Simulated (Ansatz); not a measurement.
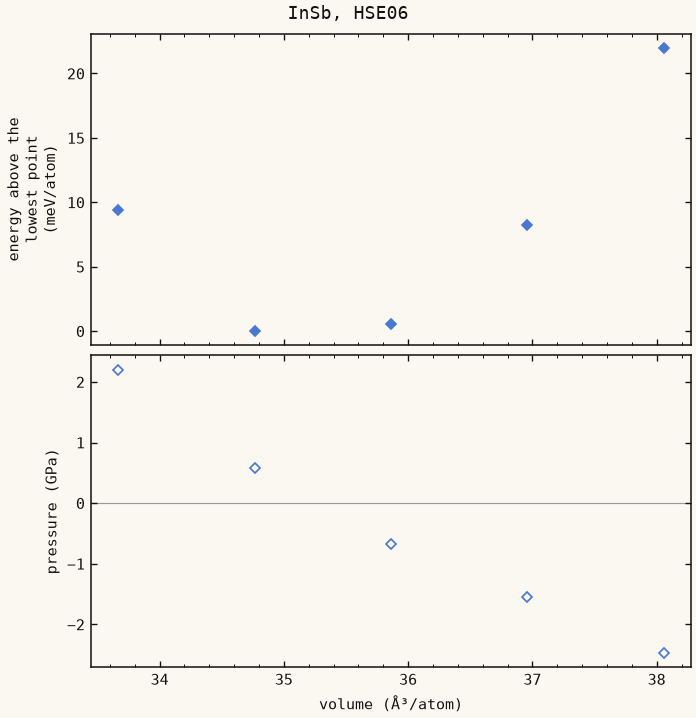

The picture above shows the energy above the lowest point and pressure against volume for InSb, space group F-43m (No. 216) (one of a set of cubic test structures, which need not be the stable phase).

Method: equation of state of a cubic crystal from periodic Kohn-Sham density functional theory without spin; pressure corrected for the finite basis (Ansatz 0.2.0 development build). Level: HSE06.

```
                setting                   value
         structure type             zinc blende
          atoms in cell                       2
     space group number                     216
       lattice centring  face-centred primitive
                 k mesh                   4×4×4
      occupation method             Fermi–Dirac
       occupation width                 0.05 eV
            wave cutoff                  270 eV
               datasets   all-electron datasets
      density tolerance                1e-09 eV
                  bands                      18
   density cutoff ratio                       4
     dirac inner shells                      no
                nucleus                   point
search for lower states                 default
   exchange singularity             regularized
```

Question: At which volume is the energy above the lowest point least?

Answer: The lowest computed point is at volume 34.76 Å³/atom (0.0 meV/atom), and no other minimum shows among the points.

Question: How does the pressure vary with volume?

Answer: It falls from 2.202 GPa at volume 33.67 Å³/atom to −2.473 GPa at 38.06 Å³/atom, and changes sign near 35.3 Å³/atom.

Note: coarse k-mesh, values are not converged in k.
